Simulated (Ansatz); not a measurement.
# Tungsten, bcc under PBE: how the k-point mesh moves the result

Aim: find which k-point mesh is enough for energy and pressure. The geometry was relaxed under PBE beforehand and stays fixed; 8 values are run, from 2×2×2 to 20×20×20. Wanted are the values from which on the energy stays within 10 and 1 meV/atom, and the pressure within 0.5 GPa, of the last run. Within the series other settings stay, but some runs also write fields, which adds to their time. Spin polarisation is left out.

Method: DFT PBE, plane waves with PAW, scalar-relativistic, in Ansatz 0.2.0.

## 1. The structure to begin with

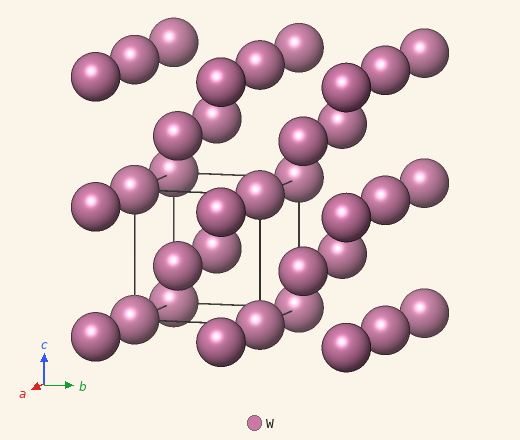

The structure, seen slightly off an axis (tungsten pink). 2×2×2 conventional cells are drawn; the run uses a primitive one. Any atoms on the faces are drawn again on the opposite ones.

Structure file:

```
W
1.0
    -1.59217    1.59217    1.59217
     1.59217   -1.59217    1.59217
     1.59217    1.59217   -1.59217
W
1
Direct
  0.00000 0.00000 0.00000
```

## 2. With a k-mesh of 2×2×2

The run at 2×2×2.

Contents of input.yaml:

```yaml
crystal:
  lattice:
    - [-1.5921723362, 1.5921723362, 1.5921723362]
    - [1.5921723362, -1.5921723362, 1.5921723362]
    - [1.5921723362, 1.5921723362, -1.5921723362]
  atoms:
    - { symbol: W, position: [0.0, 0.0, 0.0] }
hamiltonian:
  xc: pbe
  pseudopotentials:
    kind: paw
    azcp:
      W: "pseudopotentials/W.paw.azcp"
basis:
  ecutwfc: 420
  fft_grid_basis: typed
kpoints:
  mp_grid: { grid: [2, 2, 2], shift: [0, 0, 0] }
magnetization:
  spin_polarized: false
scf:
  occupations: { method: fermi_dirac, width: 0.1 }
  lower_state_search: "off"
output:
  stress: true
```

On the command line:

```sh
> ansatz run input.yaml --threads 1 --pin off --max-ram 3584MiB --backend cpu --events-out ev --progress --plain --runs-dir out
```

The program printed, cut to the lines that bear on the results:

```text
[...]
Pseudopotentials: kind: paw
Pseudopotential: W, paw, valence charge 14, recommended cutoff 420 eV (normal), <dir>
Functional definition: PBE
[...]
Crystal: 1 atoms, lattice volume = 16.145 Å³
Basis set: ecut = 420 eV, 321 PW (Γ)
Bands: 11, of which v1, the nominal top of the filled ones, is band 7 counted from 1 (6 counted from 0)
Symmetry: 48 space group operations
Space group: Im-3m (ITA 229), of the structure as read, at distance tolerance 2.5e-5 Å
k-points: 3 of 8
[...]
SCF iter   1: F=—  HF=-10384.202366 eV  |F-HF|=—  |Δ(HF+E_count)|=         —  Δρ=4.31e-2  dr2=1.88e-1  ethr=1.77e-3  ⟨swp⟩=5.0  Hψ=172  notcnv=0
[...]
SCF iter   6: F=-10384.143124 eV  HF=-10384.143124 eV  |F-HF|=1.00e-10  |Δ(HF+E_count)|=   6.10e-8  Δρ=2.43e-6  dr2=2.68e-10  ethr=7.14e-10  ⟨swp⟩=4.0  Hψ=97  notcnv=0
[...]
SCF converged after 6 iterations
Free energy (F): -10384.143124 eV
[...]
E sigma→0 (E₀):  -10384.139900 eV
Entropy (-TS):   -0.006447 eV (-6.447 meV/atom)
Fermi energy:    23.318736 eV
[...]
--- Stress (GPa, compression-positive) ---
       11.139840      -0.000000      -0.000000
       -0.000000      11.139840      -0.000000
       -0.000000       0.000000      11.139840
  P = ⅓ Tr σ = 11.1398 GPa (111.398 kbar)
```

Run time: 0.47 s. Hardware: 1 thread of Intel Xeon Platinum 8259CL at 2.50GHz (Skylake/Cascade Lake), shared host; peak memory 0.44 GiB.

## 3. With a k-mesh of 4×4×4

The run at 4×4×4.

Changes to input.yaml since step 2:

```diff
@@ -17,3 +17,3 @@
 kpoints:
-  mp_grid: { grid: [2, 2, 2], shift: [0, 0, 0] }
+  mp_grid: { grid: [4, 4, 4], shift: [0, 0, 0] }
 magnetization:
```

On the command line:

```sh
> ansatz run input.yaml --threads 1 --pin off --max-ram 3584MiB --backend cpu --events-out ev --progress --plain --runs-dir out
```

The program printed, cut to the lines that bear on the results:

```text
[...]
[... 3 set-up lines as earlier in the session ...]
[...]
Crystal: 1 atoms, lattice volume = 16.145 Å³
Basis set: ecut = 420 eV, 321 PW (Γ)
Bands: 11, of which v1, the nominal top of the filled ones, is band 7 counted from 1 (6 counted from 0)
[... 2 set-up lines as earlier in the session ...]
k-points: 8 of 64
[...]
SCF iter   1: F=—  HF=-10384.675778 eV  |F-HF|=—  |Δ(HF+E_count)|=         —  Δρ=1.08e-2  dr2=1.31e-2  ethr=1.77e-3  ⟨swp⟩=5.1  Hψ=469  notcnv=0
[...]
SCF iter   6: F=-10384.671073 eV  HF=-10384.671073 eV  |F-HF|=3.09e-11  |Δ(HF+E_count)|=   3.10e-9  Δρ=9.93e-7  dr2=6.66e-11  ethr=5.23e-11  ⟨swp⟩=2.0  Hψ=292  notcnv=0
[...]
SCF converged after 6 iterations
Free energy (F): -10384.671073 eV
[...]
E sigma→0 (E₀):  -10384.663625 eV
Entropy (-TS):   -0.014896 eV (-14.896 meV/atom)
Fermi energy:    22.028478 eV
[...]
--- Stress (GPa, compression-positive) ---
       -0.987460       0.000000       0.000000
        0.000000      -0.987460      -0.000000
        0.000000      -0.000000      -0.987460
  P = ⅓ Tr σ = -0.9875 GPa (-9.875 kbar)
```

Run time: 0.45 s. Hardware: 1 thread of Intel Xeon Platinum 8259CL at 2.50GHz (Skylake/Cascade Lake), shared host; peak memory 0.43 GiB.

## 4. With a k-mesh of 5×5×5

The run at 5×5×5.

Changes to input.yaml since step 3:

```diff
@@ -17,3 +17,3 @@
 kpoints:
-  mp_grid: { grid: [4, 4, 4], shift: [0, 0, 0] }
+  mp_grid: { grid: [5, 5, 5], shift: [0, 0, 0] }
 magnetization:
```

On the command line:

```sh
> ansatz run input.yaml --threads 1 --pin off --max-ram 3584MiB --backend cpu --events-out ev --progress --plain --runs-dir out
```

The program printed, cut to the lines that bear on the results:

```text
[...]
[... 3 set-up lines as earlier in the session ...]
[...]
Crystal: 1 atoms, lattice volume = 16.145 Å³
Basis set: ecut = 420 eV, 321 PW (Γ)
Bands: 11, of which v1, the nominal top of the filled ones, is band 7 counted from 1 (6 counted from 0)
[... 2 set-up lines as earlier in the session ...]
k-points: 10 of 125
[...]
SCF iter   1: F=—  HF=-10384.876151 eV  |F-HF|=—  |Δ(HF+E_count)|=         —  Δρ=1.83e-3  dr2=2.16e-4  ethr=1.77e-3  ⟨swp⟩=5.0  Hψ=598  notcnv=0
[...]
SCF iter   6: F=-10384.875872 eV  HF=-10384.875872 eV  |F-HF|=1.69e-9  |Δ(HF+E_count)|=   8.08e-9  Δρ=5.42e-6  dr2=2.24e-9  ethr=1.40e-10  ⟨swp⟩=1.1  Hψ=330  notcnv=0
[...]
SCF converged after 6 iterations
Free energy (F): -10384.875872 eV
[...]
E sigma→0 (E₀):  -10384.872402 eV
Entropy (-TS):   -0.006940 eV (-6.940 meV/atom)
Fermi energy:    21.869863 eV
[...]
--- Stress (GPa, compression-positive) ---
       -0.477916      -0.000000       0.000000
       -0.000000      -0.477916      -0.000000
       -0.000000       0.000000      -0.477916
  P = ⅓ Tr σ = -0.4779 GPa (-4.779 kbar)
```

Run time: 0.5 s. Hardware: 1 thread of Intel Xeon Platinum 8259CL at 2.50GHz (Skylake/Cascade Lake), shared host; peak memory 0.43 GiB.

## 5. With a k-mesh of 7×7×7

The run at 7×7×7.

Changes to input.yaml since step 4:

```diff
@@ -17,3 +17,3 @@
 kpoints:
-  mp_grid: { grid: [5, 5, 5], shift: [0, 0, 0] }
+  mp_grid: { grid: [7, 7, 7], shift: [0, 0, 0] }
 magnetization:
```

On the command line:

```sh
> ansatz run input.yaml --threads 1 --pin off --max-ram 3584MiB --backend cpu --events-out ev --progress --plain --runs-dir out
```

The program printed, cut to the lines that bear on the results:

```text
[...]
[... 3 set-up lines as earlier in the session ...]
[...]
Crystal: 1 atoms, lattice volume = 16.145 Å³
Basis set: ecut = 420 eV, 321 PW (Γ)
Bands: 11, of which v1, the nominal top of the filled ones, is band 7 counted from 1 (6 counted from 0)
[... 2 set-up lines as earlier in the session ...]
k-points: 20 of 343
[...]
SCF iter   1: F=—  HF=-10384.772804 eV  |F-HF|=—  |Δ(HF+E_count)|=         —  Δρ=2.06e-3  dr2=3.35e-4  ethr=1.77e-3  ⟨swp⟩=5.0  Hψ=1172  notcnv=0
[...]
SCF iter   6: F=-10384.772596 eV  HF=-10384.772596 eV  |F-HF|=9.46e-11  |Δ(HF+E_count)|=   1.62e-9  Δρ=1.03e-6  dr2=1.12e-10  ethr=3.17e-11  ⟨swp⟩=1.9  Hψ=671  notcnv=0
[...]
SCF converged after 6 iterations
Free energy (F): -10384.772596 eV
[...]
E sigma→0 (E₀):  -10384.757218 eV
Entropy (-TS):   -0.030755 eV (-30.755 meV/atom)
Fermi energy:    22.202488 eV
[...]
--- Stress (GPa, compression-positive) ---
        0.711924       0.000000       0.000000
        0.000000       0.711924       0.000000
        0.000000      -0.000000       0.711924
  P = ⅓ Tr σ = 0.7119 GPa (7.119 kbar)
```

It took 0.57 s on 1 thread of Intel Xeon Platinum 8259CL at 2.50GHz (Skylake/Cascade Lake), shared host; peak memory 0.45 GiB.

## 6. With a k-mesh of 8×8×8

The run at 8×8×8.

Changes to input.yaml since step 5:

```diff
@@ -17,3 +17,3 @@
 kpoints:
-  mp_grid: { grid: [7, 7, 7], shift: [0, 0, 0] }
+  mp_grid: { grid: [8, 8, 8], shift: [0, 0, 0] }
 magnetization:
```

On the command line:

```sh
> ansatz run input.yaml --threads 1 --pin off --max-ram 3584MiB --backend cpu --events-out ev --progress --plain --runs-dir out
```

The program printed, cut to the lines that bear on the results:

```text
[...]
[... 3 set-up lines as earlier in the session ...]
[...]
Crystal: 1 atoms, lattice volume = 16.145 Å³
Basis set: ecut = 420 eV, 321 PW (Γ)
Bands: 11, of which v1, the nominal top of the filled ones, is band 7 counted from 1 (6 counted from 0)
[... 2 set-up lines as earlier in the session ...]
k-points: 29 of 512
[...]
SCF iter   1: F=—  HF=-10384.826684 eV  |F-HF|=—  |Δ(HF+E_count)|=         —  Δρ=2.19e-3  dr2=2.08e-4  ethr=1.77e-3  ⟨swp⟩=5.0  Hψ=1692  notcnv=0
[...]
SCF iter   6: F=-10384.826402 eV  HF=-10384.826402 eV  |F-HF|=7.08e-9  |Δ(HF+E_count)|=   8.74e-8  Δρ=7.90e-6  dr2=8.52e-9  ethr=7.14e-10  ⟨swp⟩=4.3  Hψ=1028  notcnv=0
[...]
SCF converged after 6 iterations
Free energy (F): -10384.826402 eV
[...]
E sigma→0 (E₀):  -10384.822261 eV
Entropy (-TS):   -0.008281 eV (-8.281 meV/atom)
Fermi energy:    21.963316 eV
[...]
--- Stress (GPa, compression-positive) ---
        0.175692       0.000000      -0.000000
        0.000000       0.175692      -0.000000
       -0.000000      -0.000000       0.175692
  P = ⅓ Tr σ = 0.1757 GPa (1.757 kbar)
```

It took 0.61 s on 1 thread of Intel Xeon Platinum 8259CL at 2.50GHz (Skylake/Cascade Lake), shared host; peak memory 0.44 GiB.

## 7. With a k-mesh of 11×11×11

The run at 11×11×11.

Changes to input.yaml since step 6:

```diff
@@ -17,3 +17,3 @@
 kpoints:
-  mp_grid: { grid: [8, 8, 8], shift: [0, 0, 0] }
+  mp_grid: { grid: [11, 11, 11], shift: [0, 0, 0] }
 magnetization:
@@ -25 +25,5 @@
   stress: true
+  write_density: true
+  write_potential: true
+  elf: true
+  volumetric_format: npy
```

On the command line:

```sh
> ansatz run input.yaml --threads 1 --pin off --max-ram 3584MiB --backend cpu --events-out ev --progress --plain --runs-dir out
```

The program printed, cut to the lines that bear on the results:

```text
[...]
[... 3 set-up lines as earlier in the session ...]
[...]
Crystal: 1 atoms, lattice volume = 16.145 Å³
Basis set: ecut = 420 eV, 321 PW (Γ)
Bands: 11, of which v1, the nominal top of the filled ones, is band 7 counted from 1 (6 counted from 0)
[... 2 set-up lines as earlier in the session ...]
k-points: 56 of 1331
[...]
SCF iter   1: F=—  HF=-10384.814005 eV  |F-HF|=—  |Δ(HF+E_count)|=         —  Δρ=1.67e-3  dr2=1.71e-4  ethr=1.77e-3  ⟨swp⟩=5.0  Hψ=3241  notcnv=0
[...]
SCF iter   6: F=-10384.813805 eV  HF=-10384.813805 eV  |F-HF|=1.72e-9  |Δ(HF+E_count)|=   3.26e-8  Δρ=4.21e-6  dr2=2.20e-9  ethr=5.74e-10  ⟨swp⟩=5.9  Hψ=3408  notcnv=0
[...]
SCF converged after 6 iterations
Free energy (F): -10384.813805 eV
[...]
E sigma→0 (E₀):  -10384.802608 eV
Entropy (-TS):   -0.022394 eV (-22.394 meV/atom)
Fermi energy:    22.155489 eV
[...]
--- Stress (GPa, compression-positive) ---
        0.114938       0.000000       0.000000
       -0.000000       0.114938      -0.000000
        0.000000       0.000000       0.114938
  P = ⅓ Tr σ = 0.1149 GPa (1.149 kbar)
--- Band table (eV; the first three rows and the last of 56) ---
  k-point 0: bands = ["-51.9666", "-15.5937", "-15.5937", "-15.5937", "12.6296", "20.9526", "20.9526", "20.9526", "24.3682", "24.3682", "36.6259"]
[...]
```

Wall time 1.2 s (1 thread of Intel Xeon Platinum 8259CL at 2.50GHz (Skylake/Cascade Lake), shared host); peak memory 0.45 GiB.

## 8. With a k-mesh of 15×15×15

The run at 15×15×15.

Changes to input.yaml since step 7:

```diff
@@ -17,3 +17,3 @@
 kpoints:
-  mp_grid: { grid: [11, 11, 11], shift: [0, 0, 0] }
+  mp_grid: { grid: [15, 15, 15], shift: [0, 0, 0] }
 magnetization:
@@ -25,5 +25 @@
   stress: true
-  write_density: true
-  write_potential: true
-  elf: true
-  volumetric_format: npy
```

On the command line:

```sh
> ansatz run input.yaml --threads 1 --pin off --max-ram 3584MiB --backend cpu --events-out ev --progress --plain --runs-dir out
```

The program printed, cut to the lines that bear on the results:

```text
[...]
[... 3 set-up lines as earlier in the session ...]
[...]
Crystal: 1 atoms, lattice volume = 16.145 Å³
Basis set: ecut = 420 eV, 321 PW (Γ)
Bands: 11, of which v1, the nominal top of the filled ones, is band 7 counted from 1 (6 counted from 0)
[... 2 set-up lines as earlier in the session ...]
k-points: 120 of 3375
[...]
SCF iter   1: F=—  HF=-10384.828586 eV  |F-HF|=—  |Δ(HF+E_count)|=         —  Δρ=1.50e-3  dr2=1.05e-4  ethr=1.77e-3  ⟨swp⟩=5.0  Hψ=6954  notcnv=0
[...]
SCF iter   6: F=-10384.828306 eV  HF=-10384.828306 eV  |F-HF|=3.54e-9  |Δ(HF+E_count)|=   7.55e-8  Δρ=5.99e-6  dr2=4.24e-9  ethr=7.14e-10  ⟨swp⟩=4.4  Hψ=4252  notcnv=0
[...]
SCF converged after 6 iterations
Free energy (F): -10384.828306 eV
[...]
E sigma→0 (E₀):  -10384.820830 eV
Entropy (-TS):   -0.014951 eV (-14.951 meV/atom)
Fermi energy:    22.125577 eV
[...]
--- Stress (GPa, compression-positive) ---
       -0.084584      -0.000000      -0.000000
        0.000000      -0.084584       0.000000
       -0.000000      -0.000000      -0.084584
  P = ⅓ Tr σ = -0.0846 GPa (-0.846 kbar)
```

Run time: 2.2 s. Hardware: 1 thread of Intel Xeon Platinum 8259CL at 2.50GHz (Skylake/Cascade Lake), shared host; peak memory 0.46 GiB.

## 9. With a k-mesh of 20×20×20

The run at 20×20×20.

Changes to input.yaml since step 8:

```diff
@@ -17,3 +17,3 @@
 kpoints:
-  mp_grid: { grid: [15, 15, 15], shift: [0, 0, 0] }
+  mp_grid: { grid: [20, 20, 20], shift: [0, 0, 0] }
 magnetization:
@@ -25 +25,5 @@
   stress: true
+  write_density: true
+  write_potential: true
+  elf: true
+  volumetric_format: npy
```

On the command line:

```sh
> ansatz run input.yaml --threads 1 --pin off --max-ram 3584MiB --backend cpu --events-out ev --progress --plain --runs-dir out
```

The program printed, cut to the lines that bear on the results:

```text
[...]
[... 3 set-up lines as earlier in the session ...]
[...]
Crystal: 1 atoms, lattice volume = 16.145 Å³
Basis set: ecut = 420 eV, 321 PW (Γ)
Bands: 11, of which v1, the nominal top of the filled ones, is band 7 counted from 1 (6 counted from 0)
[... 2 set-up lines as earlier in the session ...]
k-points: 256 of 8000
[...]
SCF iter   1: F=—  HF=-10384.833230 eV  |F-HF|=—  |Δ(HF+E_count)|=         —  Δρ=1.54e-3  dr2=1.29e-4  ethr=1.77e-3  ⟨swp⟩=5.0  Hψ=14803  notcnv=0
[...]
SCF iter   6: F=-10384.833039 eV  HF=-10384.833039 eV  |F-HF|=7.95e-9  |Δ(HF+E_count)|=   3.05e-8  Δρ=9.39e-6  dr2=9.59e-9  ethr=4.15e-10  ⟨swp⟩=5.3  Hψ=14805  notcnv=0
[...]
SCF converged after 6 iterations
Free energy (F): -10384.833039 eV
[...]
E sigma→0 (E₀):  -10384.826415 eV
Entropy (-TS):   -0.013248 eV (-13.248 meV/atom)
Fermi energy:    22.175045 eV
[...]
--- Stress (GPa, compression-positive) ---
       -0.203126       0.000000       0.000000
       -0.000000      -0.203126      -0.000000
       -0.000000      -0.000000      -0.203126
  P = ⅓ Tr σ = -0.2031 GPa (-2.031 kbar)
--- Band table (eV; the first three rows and the last of 256) ---
  k-point 0: bands = ["-51.9736", "-15.6001", "-15.6001", "-15.6001", "12.6294", "20.9487", "20.9487", "20.9487", "24.3652", "24.3652", "36.6265"]
[...]
```

It took 5.3 s on 1 thread of Intel Xeon Platinum 8259CL at 2.50GHz (Skylake/Cascade Lake), shared host; peak memory 0.51 GiB.

## 10. Convergence table

Energies count from the run at 20×20×20.

| k-mesh | k-points | E(σ → 0) (meV/atom) | P (GPa) | SCF cycles | CPU time |
| --- | --- | --- | --- | --- | --- |
| 2×2×2 | 3 | 686.52 | 11.14 | 6 | 0.47 s |
| 4×4×4 | 8 | 162.79 | -0.99 | 6 | 0.45 s |
| 5×5×5 | 10 | -45.99 | -0.48 | 6 | 0.5 s |
| 7×7×7 | 20 | 69.20 | 0.71 | 6 | 0.56 s |
| 8×8×8 | 29 | 4.15 | 0.18 | 6 | 0.61 s |
| 11×11×11 | 56 | 23.81 | 0.11 | 6 | 1.2 s |
| 15×15×15 | 120 | 5.58 | -0.08 | 6 | 2.2 s |
| 20×20×20 | 256 | 0.00 | -0.20 | 6 | 5.3 s |

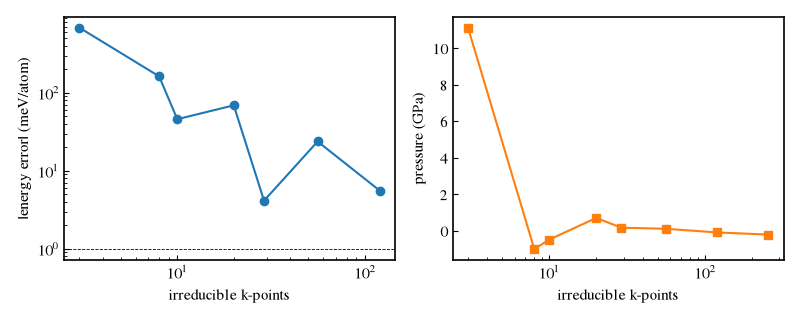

Energy and pressure against the k-point mesh; the dashed line marks 1 meV/atom.

## 11. Summary of results

| quantity | value |
| --- | --- |
| E(σ → 0) stays within 10 meV/atom of 20×20×20 | from 15×15×15 on |
| E(σ → 0) stays within 1 meV/atom | not reached before 20×20×20 |
| pressure stays within 0.5 GPa | from 8×8×8 on |
| pressure at 20×20×20 | -0.20 GPa |
| CPU time, dearest over cheapest | 12 |
| energy of a separate run on a finer mesh (23×23×23) | +1.6 meV/atom from 20×20×20 |

The far end, 2×2×2, lies +686.5 meV/atom and +11.3 GPa from the yardstick. The error changes sign along the series: k-point sums are not variational. The energy has not settled to 1 meV/atom before the last mesh. A Fermi surface needs many points. The yardstick itself is unsettled by 1.6 meV/atom against the finer mesh, so the thresholds above hold only within this series.
